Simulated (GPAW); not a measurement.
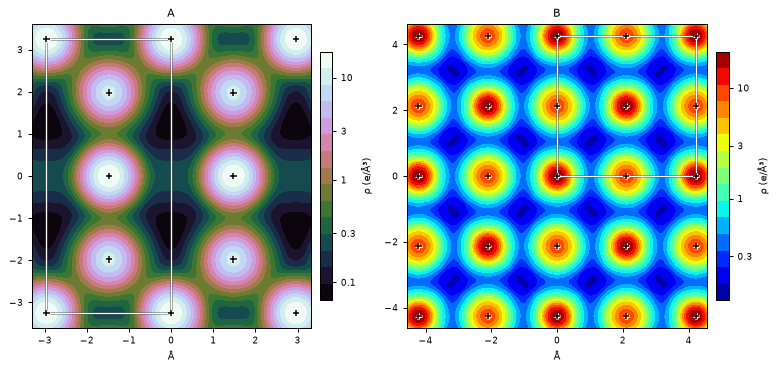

The valence electron density of 2 systems, each on a plane through atoms (crosses mark nuclei in the plane).

Level of theory: GPAW 26.7.0, Kohn-Sham DFT of a periodic cell, PBE, GPAW PAW data sets (gpaw-data 1.2.1).

System 1: TiO2, the (110) plane of the conventional cell. Space group P4₂/mnm; a structure from a database of computed crystals, not necessarily the ambient phase; computed pressure about 5 GPa in this cell.

System 2: CoO, the (110) plane of the conventional cell. Space group I4/mmm; spin-polarised.

```yaml
crystal:
  lattice:
    - [3.01600, 0.00000, 0.00000]
    - [0.00000, 3.01600, 0.00000]
    - [0.00000, 0.00000, 4.21450]
  atoms:
    - { symbol: Co, position: [0.00000, 0.00000, 0.00000] }
    - { symbol: Co, position: [0.50000, 0.50000, 0.50000] }
    - { symbol: O, position: [0.00000, 0.00000, 0.50000] }
    - { symbol: O, position: [0.50000, 0.50000, 0.00000] }
```

### Match each panel to its system.

Panel A is system 1, TiO2: the plane holds Ti and O. Ti–O (1.95 Å): ρ is about 0.75 e/Å³ halfway. Panel B is system 2, CoO: the plane holds Co and O. Co–O (2.11 Å): ρ is about 0.44 e/Å³ halfway.
